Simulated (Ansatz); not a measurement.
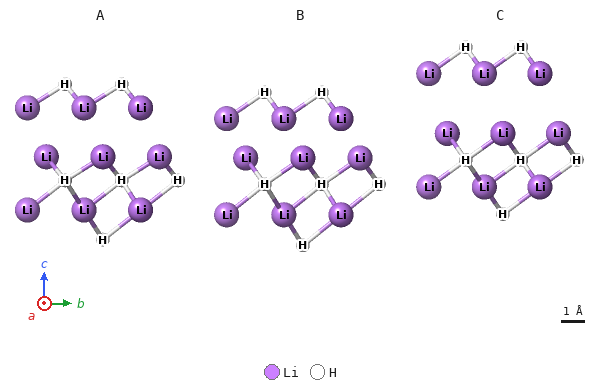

3 geometries from one relaxation of crystalline Li₃H₂ (built on the tetradymite_166 type) (coarse preliminary run), in shuffled order. The picture is a ball-and-stick view of the atoms within 4.2 Å of the atom that moves most (axes of the conventional cell (3 times the calculation's cell)), seen along the a axis. Lengths and directions refer to the drawn axes.

Case: anti-tetradymite type (R-3m, No. 166).

These are results of DFT PBE, scalar-relativistic, plane waves, PAW in Ansatz, not measurements. Set-up: plane-wave cutoff 420 eV; k-point mesh 6 × 6 × 6; occupations gaussian; smearing width 0.1 eV; no spin polarisation; cell and atoms relaxed; force threshold 0.04 eV/Å; at most 70 steps.

> Order the frames from highest to lowest energy.

B, A, C. They are steps 0, 1, 6, at +0.790 eV per cell of the calculation, +0.232 eV per cell of the calculation relative to the last. The largest moves relative to the cell, 0.37 Å, are those of Li atoms. By element the largest moves are Li 0.37 Å, H 0.28 Å. The volume changes by +3.1 %, with a = b 2.905 → 2.824 Å (−2.8 %), c 20.196 → 22.031 Å (+9.1 %). Among the contacts that change: Li–Li 2.409 → 3.097 Å, H–Li 2.151 → 2.019 Å, H–Li 2.036 → 2.003 Å. The space group stays R-3m (No. 166). Over 5 accepted moves (6 points after the start) the energy falls by 0.790 eV per cell of the calculation. Largest force component: 1.9 eV/Å at the start, 0.017 eV/Å at the end. Pressure: 1.42 GPa at the start and 0.05 GPa at the end. The SCF was repeated once at an unchanged geometry on a basis and grid sized afresh for the cell, which shifted the energy by 1.7 meV per cell of the calculation at most. Cost: 4.3 s on 1 thread of Intel(R) Xeon(R) 6975P-C (Granite Rapids) (shared host), peak memory 0.33 GiB.
